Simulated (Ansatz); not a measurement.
Geometry relaxation of Nb (part 1 of 2)

System: Nb (slab, 12 atoms in the cell).
Method: DFT PBE+D3(BJ), scalar-relativistic, plane waves, PAW, no spin polarisation (Ansatz 0.2.0).

The structure derives from an entry of the Crystallography Open Database. The input holds or restrains some coordinates. Forces given for the steps count only the free coordinates. It belongs to a series of runs on one base structure; here: clean slab, lower planes held. Figures and captions count atoms from 1; the log counts them from 0 in places.

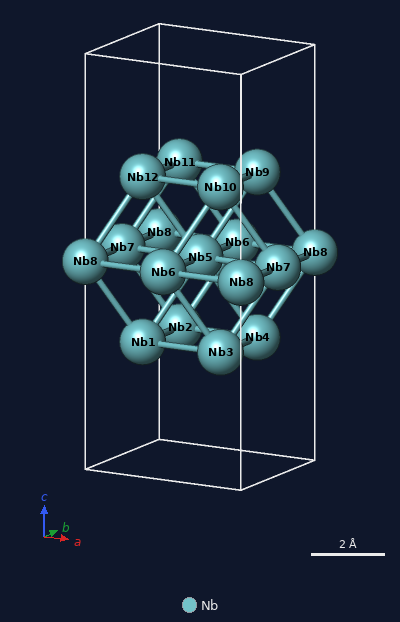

Figure 1. The starting structure (ball-and-stick view of the cell of the calculation, with the vacuum cut short, seen slightly off an axis; atoms are numbered from 1 in the order of the input). An atom can appear more than once, as a periodic image. Near neighbours in the periodic cell (some may lie outside the picture): Nb has 6 Nb at 2.83 Å; Nb has 8 Nb at 2.83 Å.

The input:
```yaml
crystal:
  lattice:
    - [5.6581536275, 0.0, 0.0]
    - [-1.8860512092, 5.3345583986, 0.0]
    - [0.0, 0.0, 20.6198630912]
  atoms:
    - { symbol: Nb, position: [0.25, 0.25, 0.3879754179] }
    - { symbol: Nb, position: [0.25, 0.75, 0.3879754179] }
    - { symbol: Nb, position: [0.75, 0.25, 0.3879754179] }
    - { symbol: Nb, position: [0.75, 0.75, 0.3879754179] }
    - { symbol: Nb, position: [0.5, 0.5, 0.5] }
    - { symbol: Nb, position: [0.5, 0.0, 0.5] }
    - { symbol: Nb, position: [0.0, 0.5, 0.5] }
    - { symbol: Nb, position: [0.0, 0.0, 0.5] }
    - { symbol: Nb, position: [0.75, 0.75, 0.6120245821] }
    - { symbol: Nb, position: [0.75, 0.25, 0.6120245821] }
    - { symbol: Nb, position: [0.25, 0.75, 0.6120245821] }
    - { symbol: Nb, position: [0.25, 0.25, 0.6120245821] }
basis:
  ecutwfc: 420
kpoints:
  mp_grid: { grid: [4, 4, 1] }
hamiltonian:
  xc: pbe
  dispersion: d3bj
scf:
  occupations: { method: gaussian, width: 0.1 }
output:
  forces: true
  eigenvalues: true
  write_density: true
  write_potential: true
  elf: true
  volumetric_format: npy
relax:
  adjacent_minimum: "off"
  f_tol: 0.03
  max_steps: 70
  constraints: [{ sites: [0, 1, 2, 3] }]
efield:
  axis: 3
  dipole_correction: true
  ramp_width: 0.04
```

Machine: 4 threads of AMD EPYC (Zen 5), 16 GiB of memory available, shared host.

Command:
```bash
ansatz run input.yaml --threads 4 --pin off --max-ram 12288MiB --backend cpu --events-out ev --progress --plain --runs-dir out
```

Log:
```
Engine: ansatz 0.2.0, x86_64-unknown-linux-gnu
Pseudopotentials: kind: paw
Pseudopotential: Nb, paw, valence charge 13, recommended cutoff 420 eV (normal), Nb.paw.azcp
Functional definition: PBE
  parameter kappa = 0.804
  parameter beta = 0.06672455060314922
  exchange = pbe_x(kappa = kappa, mu = beta*pi^2/3)
  correlation = pbe_c(beta = beta)
Crystal: 12 atoms, lattice volume = 622.385 Å³
Basis set: ecut = 420 eV, 12201 PW (Γ), exchange–correlation on 80×80×288 points (8 copies of the dense FFT grid, shifted against one another)
Bands: 94, of which v1, the nominal top of the filled ones, is band 78 counted from 1 (77 counted from 0)
Symmetry: 16 space group operations
k-points: 7 of 16
Non-local potential: Nb, projectors of the file, l = 0: 3, l = 1: 2, l = 2: 2, l = 3: 1
PAW form: soft (Blöchl's): semilocal exchange-correlation on the pseudo side does not see the compensation charge
PAW one-centre angular grid: Nb, 590 points (default); XC on 64 Gauss nodes
Initial density: superposition of atomic densities (neutral atoms: chi_scale 0, normalization atom), corrected by the library's trained network
Initial wavefunctions: pseudopotential atomic-orbital guess
Functional: x = pbe(κ = 0.804, μ = 0.2195149727645171), c = pbe(β = 0.06672455060314922)
SCF iter   1: F=—  HF=-54625.652732 eV  |F-HF|=—  |Δ(HF+E_count)|=         —  Δρ=4.53e-3  dr2=6.45e-1  ethr=1.77e-3  p=0.000 e·Å  D=3.48e-14 V/Å  ΔV_dip=-0.00 eV  dr2_dipole=2.16e-8  V_vac-E_F(+/−)=4.60/4.60 eV  ⟨swp⟩=10.0  Hψ=3105  notcnv=0
efield: sawtooth ramp at fractional position 0.9800 (placed from the atoms, in the widest stretch of the axis that holds none; the zero of the levels goes with the place), width 0.0400; the density the first Hamiltonian is built on has a dipole p = 0.000 e·Å; the dipole correction subtracts the counter field D = 3.48e-14 V/Å, which shifts the + side's vacuum level by -0.00 eV against the − side's; the planar-averaged density in the ramp window peaks in size at 5.7e-6 e/Å³
preconditioner: auto → LDOS  [metal: Δε(μ)=0.030 eV  Ē_g=3.095 eV  σ=0.100 eV  W_gap=0.17  n_scr=94 (ndim 8)  ℏωp=11.5 eV  f_vac=0.566  D(μ)=12.38/eV (n_scr^D=66)  β→1.0]
SCF iter   2: F=—  HF=-54625.608721 eV  |F-HF|=—  |Δ(HF+E_count)|=   4.40e-2  Δρ=2.09e-3  dr2=1.28e-1  ethr=4.13e-4  p=-0.000 e·Å  D=-4.94e-6 V/Å  ΔV_dip=0.00 eV  dr2_dipole=5.02e-8  V_vac-E_F(+/−)=4.49/4.49 eV  ⟨swp⟩=2.1  Hψ=962  notcnv=0  defer=23
SCF iter   3: F=—  HF=-54625.603376 eV  |F-HF|=—  |Δ(HF+E_count)|=   5.34e-3  Δρ=4.68e-4  dr2=4.63e-3  ethr=8.22e-5  p=-0.000 e·Å  D=-4.21e-7 V/Å  ΔV_dip=0.00 eV  dr2_dipole=1.81e-9  V_vac-E_F(+/−)=4.54/4.54 eV  ⟨swp⟩=2.0  Hψ=796  notcnv=0  defer=23
SCF iter   4: F=—  HF=-54625.604040 eV  |F-HF|=—  |Δ(HF+E_count)|=   6.64e-4  Δρ=1.94e-4  dr2=7.45e-4  ethr=2.97e-6  p=0.000 e·Å  D=3.43e-7 V/Å  ΔV_dip=-0.00 eV  dr2_dipole=8.88e-12  V_vac-E_F(+/−)=4.54/4.54 eV  ⟨swp⟩=2.9  Hψ=958  notcnv=0  defer=10
SCF iter   5: F=—  HF=-54625.603989 eV  |F-HF|=—  |Δ(HF+E_count)|=   5.13e-5  Δρ=5.95e-5  dr2=3.86e-5  ethr=4.77e-7  p=0.000 e·Å  D=9.02e-11 V/Å  ΔV_dip=-0.00 eV  dr2_dipole=6.41e-12  V_vac-E_F(+/−)=4.54/4.54 eV  ⟨swp⟩=2.0  Hψ=775  notcnv=0  defer=6
SCF iter   6: F=-54625.603991 eV  HF=-54625.603991 eV  |F-HF|=6.36e-7  |Δ(HF+E_count)|=   2.70e-6  Δρ=1.14e-5  dr2=2.62e-6  ethr=1.44e-8  p=0.000 e·Å  D=3.84e-8 V/Å  ΔV_dip=-0.00 eV  dr2_dipole=9.83e-12  V_vac-E_F(+/−)=4.54/4.54 eV  ⟨swp⟩=27.9  Hψ=7164  notcnv=0
SCF 1 converged in 6 iterations: F = -54625.603991 eV  dr2 = 2.62e-6
  Residual-converged pass: ⟨swp⟩=1.3  Hψ=688  notcnv=0  max |occ|·‖R‖ = 7.1e-9 eV (tolerance 1.0e-8 eV)  dr2=2.62e-6  dr2_onsite=1.45e-8  max |Δocc| = 1.6e-10
  greatest PAW one-centre occupation: 0.998 electrons in one spin orbital (limit 2), on the Nb atom at site 7 (counted from 0), in its partial waves of l = 0
relax step   1: F+E_penalty+E_count = -54625.60399068 eV  Δ(F+E_penalty+E_count) = +0.000e0 eV  max|allowed force component| = 1.264e-1 eV/Å  Δτ_max = 0.0000 Å  (6 SCF iters, dr2 threshold 2.25e-5 eV, accepted)
Initial density: handed on by an earlier stage of this run
Initial wavefunctions: those handed on with the density
iter 1 solved again at ethr=2.19e-3 eV; its pass at ethr=3.10e-3 eV (dr2=3.42e0 eV) is discarded
SCF iter   1: F=—  HF=-54625.694868 eV  |F-HF|=—  |Δ(HF+E_count)|=         —  Δρ=8.79e-3  dr2=3.11e0  ethr=2.19e-3  p=-0.000 e·Å  D=-5.24e-7 V/Å  ΔV_dip=0.00 eV  dr2_dipole=7.50e-1  V_vac-E_F(+/−)=4.57/4.57 eV  ⟨swp⟩=1.0  Hψ=2156  notcnv=0  defer=25
efield: sawtooth ramp at fractional position 0.9800 (handed on by an earlier solve), width 0.0400; the density the first Hamiltonian is built on has a dipole p = -0.000 e·Å; the dipole correction subtracts the counter field D = -5.24e-7 V/Å, which shifts the + side's vacuum level by +0.00 eV against the − side's; the planar-averaged density in the ramp window peaks in size at 1.0e-6 e/Å³
preconditioner: auto → LDOS  [metal: Δε(μ)=0.018 eV  Ē_g=3.155 eV  σ=0.100 eV  W_gap=0.10  n_scr=94 (ndim 8)  ℏωp=11.5 eV  f_vac=0.570  D(μ)=12.34/eV (n_scr^D=66)  β→1.0]
SCF iter   2: F=—  HF=-54625.605171 eV  |F-HF|=—  |Δ(HF+E_count)|=   8.97e-2  Δρ=4.61e-3  dr2=9.63e-1  ethr=1.99e-3  p=0.026 e·Å  D=7.51e-3 V/Å  ΔV_dip=-0.15 eV  dr2_dipole=1.23e-1  V_vac-E_F(+/−)=4.38/4.54 eV  ⟨swp⟩=2.3  Hψ=870  notcnv=0  defer=26
SCF iter   3: F=—  HF=-54625.560856 eV  |F-HF|=—  |Δ(HF+E_count)|=   4.43e-2  Δρ=1.33e-3  dr2=7.42e-2  ethr=6.17e-4  p=0.004 e·Å  D=1.11e-3 V/Å  ΔV_dip=-0.02 eV  dr2_dipole=7.67e-3  V_vac-E_F(+/−)=4.54/4.56 eV  ⟨swp⟩=2.1  Hψ=928  notcnv=0  defer=40
SCF iter   4: F=—  HF=-54625.555056 eV  |F-HF|=—  |Δ(HF+E_count)|=   5.80e-3  Δρ=2.83e-4  dr2=1.26e-3  ethr=4.75e-5  p=0.004 e·Å  D=1.16e-3 V/Å  ΔV_dip=-0.02 eV  dr2_dipole=3.86e-5  V_vac-E_F(+/−)=4.53/4.56 eV  ⟨swp⟩=2.0  Hψ=883  notcnv=0  defer=40
SCF iter   5: F=—  HF=-54625.555011 eV  |F-HF|=—  |Δ(HF+E_count)|=   4.58e-5  Δρ=1.18e-4  dr2=1.71e-4  ethr=8.10e-7  p=0.002 e·Å  D=4.75e-4 V/Å  ΔV_dip=-0.01 eV  dr2_dipole=2.15e-5  V_vac-E_F(+/−)=4.54/4.55 eV  ⟨swp⟩=3.1  Hψ=1173  notcnv=0  defer=40
SCF iter   6: F=—  HF=-54625.555567 eV  |F-HF|=—  |Δ(HF+E_count)|=   5.57e-4  Δρ=4.66e-5  dr2=3.39e-5  ethr=1.10e-7  p=0.001 e·Å  D=3.26e-4 V/Å  ΔV_dip=-0.01 eV  dr2_dipole=6.22e-7  V_vac-E_F(+/−)=4.55/4.55 eV  ⟨swp⟩=2.0  Hψ=905  notcnv=0  defer=41
SCF iter   7: F=—  HF=-54625.555574 eV  |F-HF|=—  |Δ(HF+E_count)|=   6.91e-6  Δρ=1.51e-5  dr2=1.32e-6  ethr=2.18e-8  p=0.001 e·Å  D=2.01e-4 V/Å  ΔV_dip=-0.00 eV  dr2_dipole=2.83e-9  V_vac-E_F(+/−)=4.55/4.55 eV  ⟨swp⟩=2.0  Hψ=815  notcnv=0  defer=41
SCF iter   8: F=-54625.555576 eV  HF=-54625.555576 eV  |F-HF|=2.37e-7  |Δ(HF+E_count)|=   1.72e-6  Δρ=4.35e-6  dr2=1.05e-7  ethr=6.40e-10  p=0.001 e·Å  D=1.69e-4 V/Å  ΔV_dip=-0.00 eV  dr2_dipole=2.06e-9  V_vac-E_F(+/−)=4.55/4.55 eV  ⟨swp⟩=21.4  Hψ=6147  notcnv=0
SCF 2 converged in 8 iterations: F = -54625.555576 eV  dr2 = 1.05e-7
relax step   2: F+E_penalty+E_count = -54625.55557612 eV  Δ(F+E_penalty+E_count) = +4.841e-2 eV  max|allowed force component| = 3.435e-1 eV/Å  Δτ_max = 0.1271 Å  (8 SCF iters, dr2 threshold 9.99e-7 eV, rejected (line search))
iter 1 solved again at ethr=9.64e-4 eV; its pass at ethr=3.10e-3 eV (dr2=1.50e0 eV) is discarded
SCF iter   1: F=—  HF=-54625.681511 eV  |F-HF|=—  |Δ(HF+E_count)|=         —  Δρ=6.18e-3  dr2=1.73e0  ethr=9.64e-4  p=0.001 e·Å  D=1.70e-4 V/Å  ΔV_dip=-0.00 eV  dr2_dipole=4.21e-1  V_vac-E_F(+/−)=4.54/4.54 eV  ⟨swp⟩=1.1  Hψ=2054  notcnv=0  defer=36
efield: sawtooth ramp at fractional position 0.9800 (handed on by an earlier solve), width 0.0400; the density the first Hamiltonian is built on has a dipole p = 0.001 e·Å; the dipole correction subtracts the counter field D = 1.70e-4 V/Å, which shifts the + side's vacuum level by -0.00 eV against the − side's; the planar-averaged density in the ramp window peaks in size at 5.1e-7 e/Å³
eigensolver tolerance schedule calibrated: the retry pair's looser diagonalisation under-reported the residual by θ = 0.13 (0.26/decade); ethr = c·dr2/N_el runs at the constant in force after the calibration composes with the one it found (an armed cap, an earlier calibration), c = 1.5e-2
preconditioner: auto → LDOS  [metal: Δε(μ)=0.100 eV  Ē_g=3.066 eV  σ=0.100 eV  W_gap=0.42  n_scr=94 (ndim 8)  ℏωp=11.5 eV  f_vac=0.562  D(μ)=13.12/eV (n_scr^D=80)  β→1.0]
SCF iter   2: F=—  HF=-54625.623783 eV  |F-HF|=—  |Δ(HF+E_count)|=   5.77e-2  Δρ=2.30e-3  dr2=1.84e-1  ethr=1.63e-4  p=-0.004 e·Å  D=-1.21e-3 V/Å  ΔV_dip=0.03 eV  dr2_dipole=1.38e-2  V_vac-E_F(+/−)=4.62/4.60 eV  ⟨swp⟩=3.1  Hψ=1063  notcnv=0  defer=36
SCF iter   3: F=—  HF=-54625.615798 eV  |F-HF|=—  |Δ(HF+E_count)|=   7.98e-3  Δρ=1.04e-3  dr2=3.92e-2  ethr=1.73e-5  p=-0.003 e·Å  D=-8.53e-4 V/Å  ΔV_dip=0.02 eV  dr2_dipole=9.23e-4  V_vac-E_F(+/−)=4.54/4.52 eV  ⟨swp⟩=2.9  Hψ=1290  notcnv=0  defer=36
SCF iter   4: F=—  HF=-54625.613405 eV  |F-HF|=—  |Δ(HF+E_count)|=   2.39e-3  Δρ=3.79e-4  dr2=4.43e-3  ethr=3.70e-6  p=-0.002 e·Å  D=-5.43e-4 V/Å  ΔV_dip=0.01 eV  dr2_dipole=1.82e-4  V_vac-E_F(+/−)=4.55/4.54 eV  ⟨swp⟩=2.6  Hψ=1111  notcnv=0  defer=36
SCF iter   5: F=—  HF=-54625.613218 eV  |F-HF|=—  |Δ(HF+E_count)|=   1.86e-4  Δρ=1.09e-4  dr2=4.72e-4  ethr=4.17e-7  p=-0.001 e·Å  D=-1.50e-4 V/Å  ΔV_dip=0.00 eV  dr2_dipole=6.51e-5  V_vac-E_F(+/−)=4.55/4.54 eV  ⟨swp⟩=3.4  Hψ=1235  notcnv=0  defer=36
SCF iter   6: F=—  HF=-54625.613697 eV  |F-HF|=—  |Δ(HF+E_count)|=   4.79e-4  Δρ=2.63e-5  dr2=9.23e-6  ethr=4.44e-8  p=-0.000 e·Å  D=-7.94e-5 V/Å  ΔV_dip=0.00 eV  dr2_dipole=1.18e-7  V_vac-E_F(+/−)=4.55/4.55 eV  ⟨swp⟩=2.4  Hψ=1122  notcnv=0  defer=37
SCF iter   7: F=—  HF=-54625.613733 eV  |F-HF|=—  |Δ(HF+E_count)|=   3.59e-5  Δρ=8.61e-6  dr2=7.96e-7  ethr=8.70e-10  p=0.000 e·Å  D=1.36e-5 V/Å  ΔV_dip=-0.00 eV  dr2_dipole=7.28e-8  V_vac-E_F(+/−)=4.55/4.55 eV  ⟨swp⟩=3.0  Hψ=1285  notcnv=0  defer=37
SCF iter   8: F=-54625.613734 eV  HF=-54625.613734 eV  |F-HF|=1.03e-7  |Δ(HF+E_count)|=   3.04e-7  Δρ=2.49e-6  dr2=2.58e-8  ethr=9.42e-12  p=0.000 e·Å  D=1.56e-5 V/Å  ΔV_dip=-0.00 eV  dr2_dipole=2.09e-9  V_vac-E_F(+/−)=4.55/4.55 eV  ⟨swp⟩=20.1  Hψ=5851  notcnv=0
SCF 3 converged in 8 iterations: F = -54625.613734 eV  dr2 = 2.58e-8
relax step   3: F+E_penalty+E_count = -54625.61373377 eV  Δ(F+E_penalty+E_count) = -9.743e-3 eV  max|allowed force component| = 1.585e-3 eV/Å  Δτ_max = 0.0379 Å  (8 SCF iters, accepted)
```

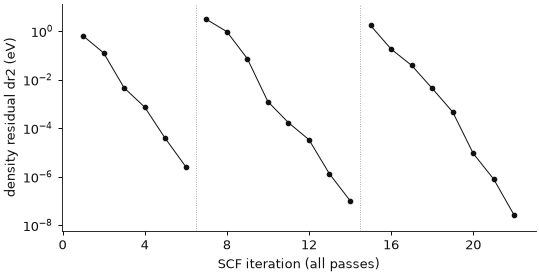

Figure 2. Convergence of the self-consistent field: density residual dr2 against the SCF iteration. The dotted lines part the SCF passes of the relaxation: geometry steps, rejected trials and re-solves on a re-selected basis. The passes take 6, 8 and 8 iterations.

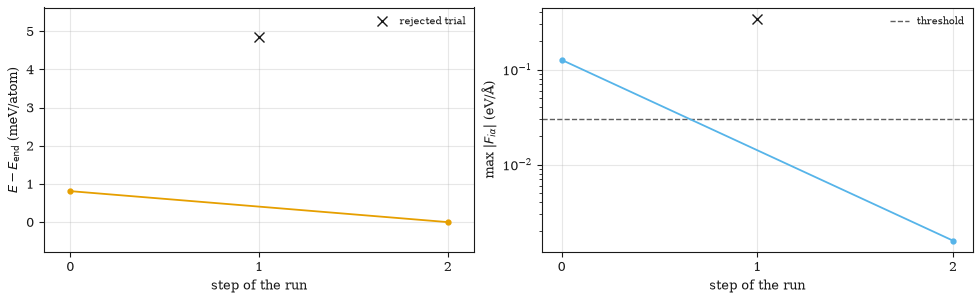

Figure 3. Progress of the restrained relaxation, step by step (the first geometry is step 0 here and step 1 in the log).

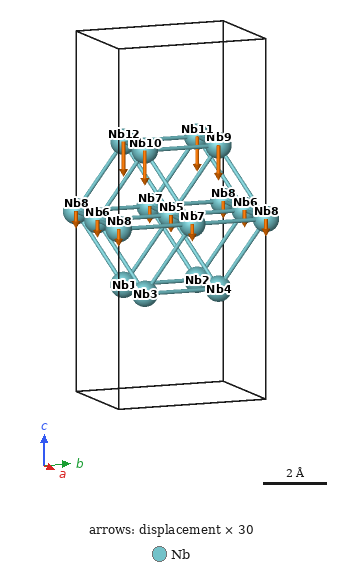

Figure 4. The starting structure with the displacements as orange arrows, magnified 30 times (ball-and-stick view of the cell of the calculation, with the vacuum cut short, seen slightly off an axis). The largest moves, 0.038 Å, are those of Nb9, Nb10, Nb11 and Nb12. The cell stays as it was. Among the contacts that change: Nb1–Nb5 2.829 → 2.814 Å. Over 2 geometry steps the energy falls by 0.8 meV per atom. Largest force component: 0.13 eV/Å at the start, 0.0016 eV/Å at the end. The line search rejected the trial step at point 1 (counted from 0) and went back. (Atoms are counted from 1 in the order of the input.)

```
WARN: The output density's exchange-correlation potential varies sharply where the density is thin. Do not read a vacuum level from v_tot or v_xc, or from such a field of the output density. On a cell that repeats whose density bears no net charge and no dipole along the vacuum's axis use v_es (v_loc + v_h of the components); under efield.dipole_correction with no amplitude use v_es + v_field, which holds any external_charges[].barrier, or the levels of the report's work_function block, which leave it out; under a non-zero efield.amplitude the vacuum is tilted and has no level; on a cell that repeats and bears such a dipole with no correction it is tilted too, and efield.dipole_correction with no amplitude gives each side of its ramp a level where efield: is served; in a cell that repeats whose density bears a net charge (total_charge, or a fill off its count) it is curved and has none; of a slab under crystal.periodic whose density bears no net charge use v_es, which has a level on each side, short of where the two are joined; of another it falls or rises all the way out and has none; of a slab beside external_charges read slab_vacuum_level instead, which it has where they leave it neutral. The grid or the basis barely resolves most such structure, and the values can differ between equally converged runs; as a rule a tighter scf.convergence.dr2_threshold does not remove it. Where the density itself ripples (under the LDA too) a higher basis.ecutwfc lessens it. The files hold the spikes' plane waves up to the density's cutoff. Files: v_tot_of_output_density and the like, and their columns of v_z.tsv (output.write_potential); v_xc_of_output_density and the like, and their columns of v_comp_z.tsv (output.write_potential_components). Measured: with its Gaussian average of σ = 0.25 Å subtracted twice, the exchange-correlation potential is over 0.1 eV at 784 of the grid points where the equally averaged density (valence and model cores) is under 1e-3 e/Å³, and 0.417 eV at the most among them, at an averaged density of 5.0e-8 e/Å³. The input density's (outcome.potential() and, of a run that writes arrays, v_tot and v_xc) is over 0.1 eV, so measured, at 248 points of its own thin density, 0.180 eV at the most. See output.write_potential in the manual, Limitations
SCF converged after 8 iterations
Free energy (F): -54625.613734 eV
Harris-Foulkes:  -54625.613734 eV  (|F-HF|=1.03e-7)
Internal energy: -54625.550225 eV  (E = F + TS)
E sigma→0 (E₀):  -54625.581980 eV
Entropy (-TS):   -0.063508 eV (-5.292 meV/atom)
Fermi energy:    3.437662 eV
Dipole field:    D = 0.000050 V/Å  (p = 0.000173 e·Å, saw-weighted, corrected)
Work function:   Φ+ = 4.5452 eV   Φ− = 4.5462 eV
```
